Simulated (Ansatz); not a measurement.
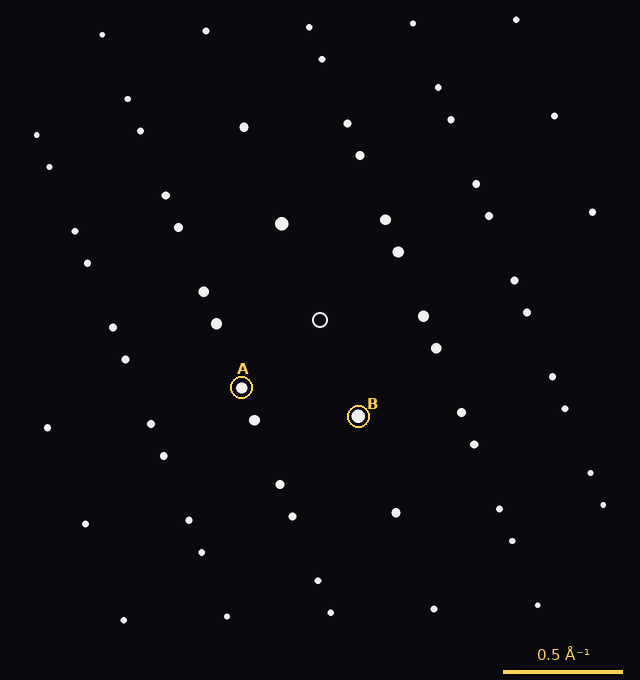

Computed electron diffraction pattern, 300 kV, single scattering only, B = 0.3 Å². Two individuals of a reflection twin are superposed (a geometric construction: whether this twin forms is not tested). Crystal: Mo, space group Fm-3m (No. 225), a = 3.963 Å, zone axis [110]. Structure: the input geometry of an electronic-structure calculation (not necessarily at equilibrium); the starting structure was generated, so it need not be a known form of this composition.

In the first individual spot A is -1 1 -1 and spot B is -1 1 1.

Q: On which plane is the crystal twinned?

A: (1-1-1). The spot positions of the combined pattern are mirror-symmetric about the row through 1 -1 -1 (d = 2.288 Å), which both individuals share, while a single individual has only symmetry 2mm without that mirror line. Friedel's law adds the mirror line at right angles, so a twin on (1-12) would give the same picture; the more widely spaced plane was used.

Q: Which other reflections coincide?

A: Off the common row, 2 -2 4 and their kin fall on spots of the second individual; about 18 % of the first individual's visible spots are shared.
